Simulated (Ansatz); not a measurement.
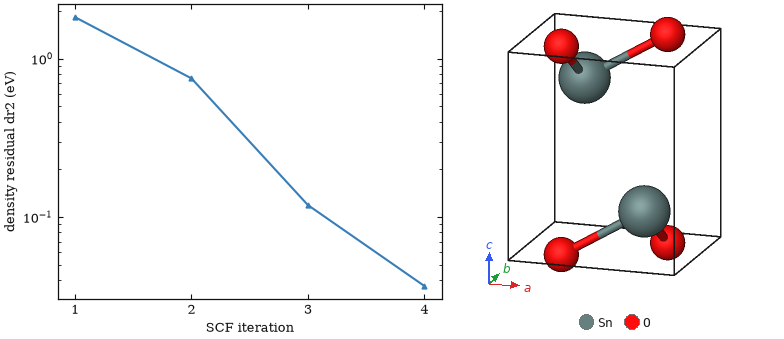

Beside the plot: the structure in its conventional cell.

The plot shows the SCF iterations of a calculation: density residual dr2.

SnO (4 atoms in the cell), run with Ansatz.

```
crystal:
  lattice:
    - [3.837096323, 0.0, 0.0]
    - [0.0, 3.837096323, 0.047963704]
    - [0.0, 0.0595266078, 4.7621286275]
  atoms:
    - { symbol: Sn, position: [0.0, 0.5, 0.2432422108] }
    - { symbol: Sn, position: [0.5, 0.0, 0.7567577892] }
    - { symbol: O, position: [0.0, 0.0, 0.0] }
    - { symbol: O, position: [0.5, 0.5, 0.0] }
basis:
  ecutwfc: "550 eV"
kpoints:
  mp_grid: { grid: [18, 18, 15] }
hamiltonian:
  xc: pbe
  dispersion: d3bj
  pseudopotentials: { kind: paw, source: jth }
scf:
  occupations: { method: gaussian, width: 0.15 }
output:
  forces: true
  eigenvalues: true
  stress: true
```

Command:
```bash
ansatz run input.yaml --threads 1 --pin off --max-ram 2560MiB --backend cpu --events-out ev --progress --plain --runs-dir out
```

Question: Was self-consistency reached?

Answer: It was still iterating, at step 4, when the time limit ended it. The residual is still falling at the last step (down to 0.04).
